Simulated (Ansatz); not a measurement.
The coordinates of a crystal:

```cif
data_structure
_symmetry_space_group_name_H-M 'P 1'
_symmetry_Int_Tables_number 1
_cell_length_a 6.5533
_cell_length_b 6.5533
_cell_length_c 12.7397
_cell_angle_alpha 90.000
_cell_angle_beta 90.000
_cell_angle_gamma 120.000
_cell_volume 473.81
loop_
_atom_site_label
_atom_site_type_symbol
_atom_site_fract_x
_atom_site_fract_y
_atom_site_fract_z
_atom_site_occupancy
Mo1 Mo 0.16193 0.32371 0.74900 1
Mo2 Mo 0.66655 0.33334 0.74858 1
Mo3 Mo 0.00068 0.00039 0.25016 1
Mo4 Mo 0.50057 0.00024 0.25064 1
Mo5 Mo 0.00080 0.50041 0.25064 1
Mo6 Mo 0.50065 0.50050 0.25066 1
Se1 Se 0.50033 0.00111 0.61780 1
Se2 Se 0.50069 0.49957 0.61773 1
Se3 Se 0.16755 0.33404 0.11903 1
Se4 Se 0.66733 0.33372 0.11917 1
Se5 Se 0.00582 0.50282 0.87874 1
Se6 Se 0.49703 0.50297 0.87875 1
Se7 Se 0.16695 0.33287 0.38202 1
Se8 Se 0.66735 0.33370 0.38203 1
Mo7 Mo 0.16178 0.83807 0.74903 1
Mo8 Mo 0.67635 0.83818 0.74899 1
Se9 Se 0.16745 0.83352 0.11902 1
Se10 Se 0.66705 0.83359 0.11902 1
Se11 Se 0.00000 0.99997 0.88149 1
Se12 Se 0.49705 0.99409 0.87875 1
Se13 Se 0.16690 0.83412 0.38202 1
Se14 Se 0.66824 0.83422 0.38204 1
Se15 Se 0.99887 0.49932 0.61780 1
```

> Before looking at a picture, describe the arrangement of atoms.

It has the composition Mo8Se15. Within 0.01 Å the space group is P3m1 (No. 156), primitive hexagonal. Atoms per cell: 23 (8 Mo, 15 Se). The neighbours of Se are three Mo in a trigonal pyramidal arrangement at 2.49 to 2.55 Å. Not all metal-metal contacts are counted. The bonds build Mo4Se7 and MoSe2 layers parallel to (001).

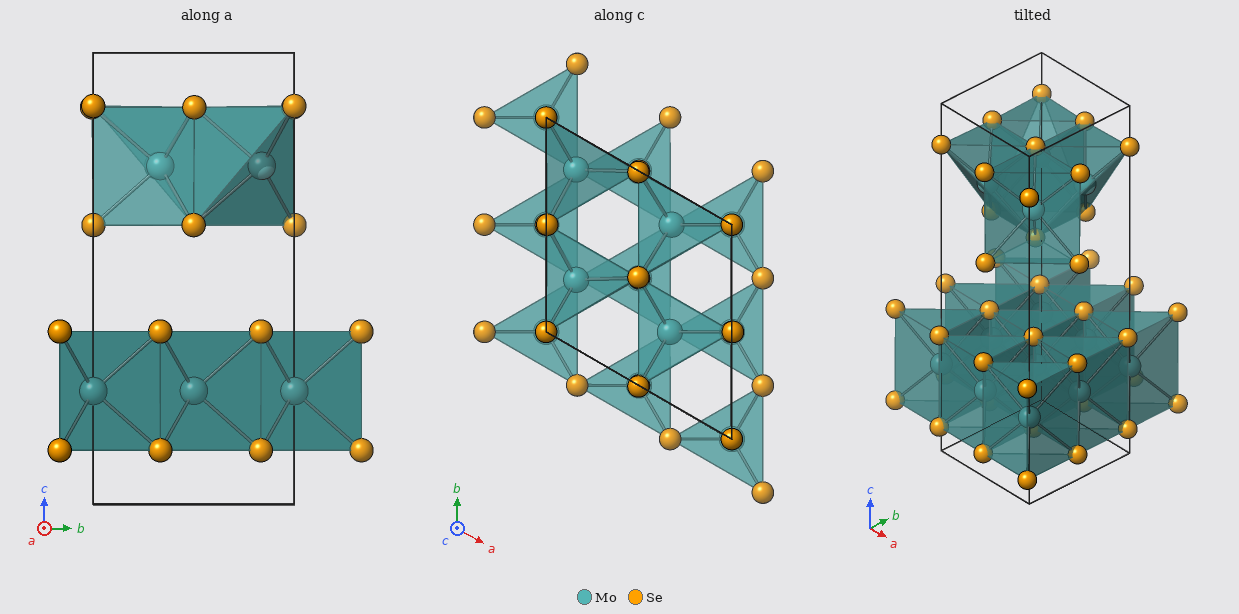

This polyhedral model is shown along the a axis, along the c axis and slightly off an axis. Lines trace the edges of the simulation cell. Some neighbours outside the box are added. Colours: molybdenum teal, selenium orange.

The cell started as a structure listed in the Materials Project, repeated into a supercell with a point defect put in. The atoms were relaxed in a fixed cell with DFT PBE+D3(BJ), scalar-relativistic, plane waves, PAW in Ansatz 0.2.0.
